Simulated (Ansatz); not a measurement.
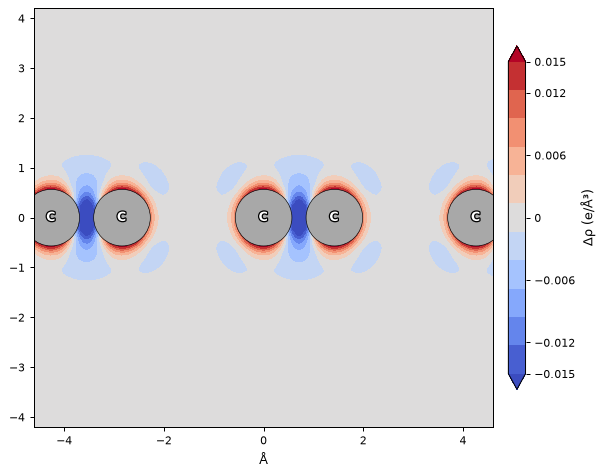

C. Difference of the valence pseudo-densities of two functionals at the same geometry, on the (110) plane of the calculation cell, a cut from vacuum to vacuum: one of HSE06 and PBE less the other.

Both computed with Ansatz (plane waves, PAW), on the same k-point mesh. Grey discs cover the atomic cores.

Question: Which was subtracted from which, and what does the map show?

Answer: It is PBE less HSE06. Against HSE06, PBE gives less density around C (−0.006 e/Å³ on average at 0.8 Å from the nucleus) and a change of −0.026 e/Å³ at the midpoint of C–C.
